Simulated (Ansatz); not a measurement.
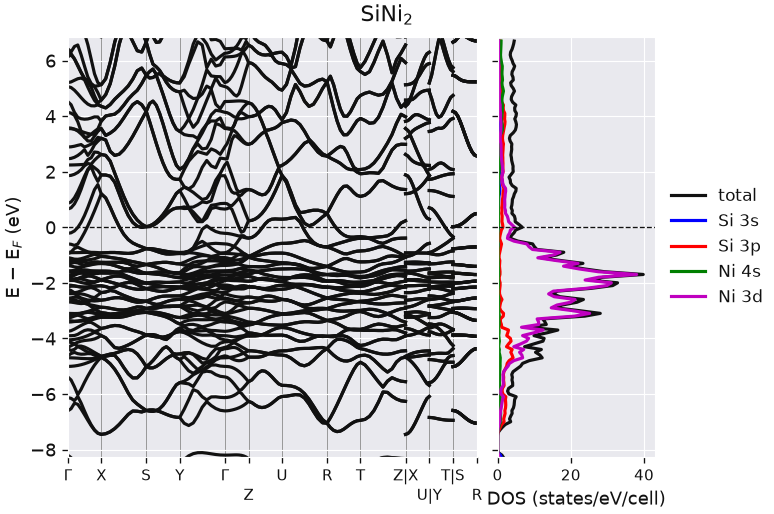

Band structure and density of states. Energies are counted from the Fermi level. The partial curves are projected on Löwdin-orthogonalised atomic shells.

The material is SiNi2, space group Pnma (No. 62), 12 atoms in the cell.

Method: DFT PBE, scalar-relativistic, plane waves, PAW, no spin polarisation, 8×10×6 k mesh, 420 eV cutoff, Gaussian smearing of 0.1 eV (Ansatz 0.2.0).

Question: Does this material conduct, going by its bands?

Answer: A metal: bands cross the Fermi level along this path.

Question: Which levels at R lie nearest to the Fermi level?

Answer: At R the nearest levels lie 0.71 eV below and 0.49 eV above the Fermi level.

Question: What is the density of states at the Fermi level?

Answer: The density of states at the Fermi level is about 5.4 per eV and cell (mean within 0.25 eV), or 0.45 per atom.

Question: What carries the states at the Fermi level?

Answer: By projected weight, the states within 0.3 eV of the Fermi level are Ni 3d (70 %) and Si 3p (20 %).

The run has no spin polarisation, so a magnetic state may lie lower.
